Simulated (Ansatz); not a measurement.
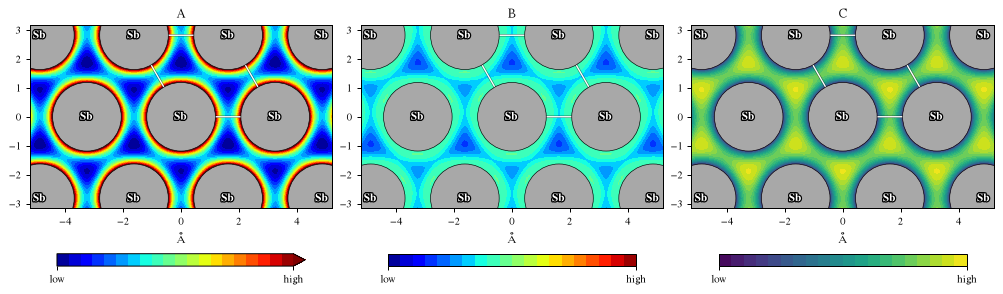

Sb: 3 fields on the (001) plane of the conventional cell, with unlabelled colour scales. Grey discs cover the atomic cores.

Space group P6₃/mmc; set up as Sb, hcp; a generated structure, not necessarily the stable one; changed on purpose from its base cell (volume × 0.96); computed pressure about 3 GPa in this cell.

Method: DFT, LDA (PW92), plane waves (420 eV) with PAW, scalar-relativistic in Ansatz 0.2.0.

Input file:

```
crystal:
  lattice:
    - [3.2511968069, 0.0, 0.0]
    - [-1.6255984034, 2.8156190274, 0.0]
    - [0.0, 0.0, 5.3752780394]
  atoms:
    - { symbol: Sb, position: [0.3333333333, 0.6666666667, 0.25] }
    - { symbol: Sb, position: [0.6666666667, 0.3333333333, 0.75] }
hamiltonian:
  xc: lda
  pseudopotentials:
    kind: paw
    azcp:
      Sb: "pseudopotentials/Sb.paw.azcp"
basis:
  ecutwfc: 420
  fft_grid_basis: typed
kpoints:
  mp_grid: { grid: [12, 12, 7], shift: [0, 0, 0] }
magnetization:
  spin_polarized: false
scf:
  occupations: { method: fermi_dirac, width: 0.1 }
  lower_state_search: "off"
output:
  stress: true
  write_density: true
  write_potential: true
  elf: true
  volumetric_format: npy
```

Below, planes, directions and counts refer to the conventional cell (a = 3.25 Å, b = 3.25 Å, c = 5.38 Å, α = 90.00°, β = 90.00°, γ = 120.00°).

**Match the panels to the quantities (electron localisation function, electrostatic potential energy of an electron and valence pseudo-density).**

Panel A: valence pseudo-density. Panel B: electron localisation function. Panel C: electrostatic potential energy of an electron (low next to the atoms, rising into the space between them). From the grid: Sb–Sb (3.25 Å): ρ at the midpoint is about 0.19 e/Å³; the ELF is about 0.35 at the midpoint.
